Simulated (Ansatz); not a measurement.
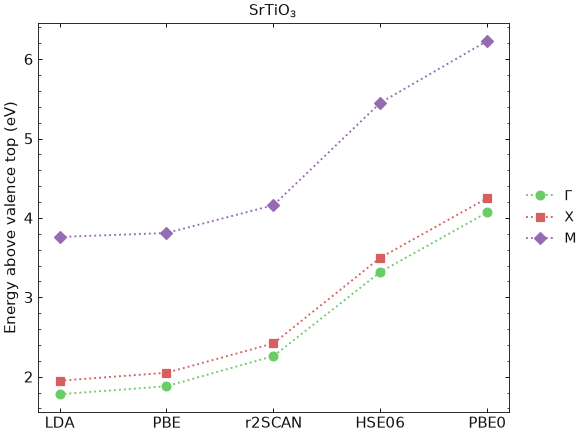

Lowest conduction level at each named k point, counted from the valence-band top at R, by several methods on one cell of cubic perovskite-type SrTiO₃, space group Pm-3m (No. 221), 5 atoms in the cell, relaxed with r2SCAN; cubic a = 3.907 Å. All runs are without spin-orbit coupling and carry no moments. The cell is at 4 GPa in PBE.

> Does HSE06 shift these levels rigidly from PBE?

The shifts are +1.44 eV at Γ, +1.45 eV at X and +1.64 eV at M, and at points that aren't plotted +1.77 eV (R): over the named points that both runs hold, a spread of 0.33 eV on a mean of 1.57 eV, so one shift describes them only roughly.

> How do the methods rank at Γ?

From low to high: LDA 1.78, PBE 1.88, r2SCAN 2.26, HSE06 3.32, PBE0 4.07 eV.

> Do the methods agree on which of these conduction levels is lowest?

Yes: all put it at Γ.

| method | program | Γ (eV) | X (eV) | M (eV) |
| --- | --- | --- | --- | --- |
| LDA | Ansatz | 1.78 | 1.95 | 3.76 |
| PBE | Ansatz | 1.88 | 2.05 | 3.81 |
| r2SCAN | Ansatz | 2.26 | 2.42 | 4.16 |
| HSE06 | Ansatz | 3.32 | 3.50 | 5.45 |
| PBE0 | Ansatz | 4.07 | 4.25 | 6.23 |

Settings. LDA: Ansatz PAW set, 6×6×6 k mesh, 420 eV cutoff, fixed occupations (Ansatz 0.2.0). PBE: Ansatz PAW set, 6×6×6 k mesh, 420 eV cutoff, Fermi-Dirac smearing of 0.02 eV (Ansatz). r2SCAN: Ansatz PAW set, 6×6×6 k mesh, 500 eV cutoff, fixed occupations (Ansatz). HSE06: Ansatz PAW set, 4×4×4 k mesh, 420 eV cutoff, fixed occupations (Ansatz 0.2.0). PBE0: Ansatz PAW set, 4×4×4 k mesh, 420 eV cutoff, fixed occupations (Ansatz 0.2.0).

These are five of the 7 methods that were run on this cell. The cell comes from a database of computed structures, and whether it is the stable form of this composition wasn't checked. LDA, r2SCAN, HSE06 and PBE0: the PAW data sets were made with another functional. LDA, GGA and most meta-GGA functionals understate gaps. HSE06 and PBE0: the k mesh is thin for exact exchange.
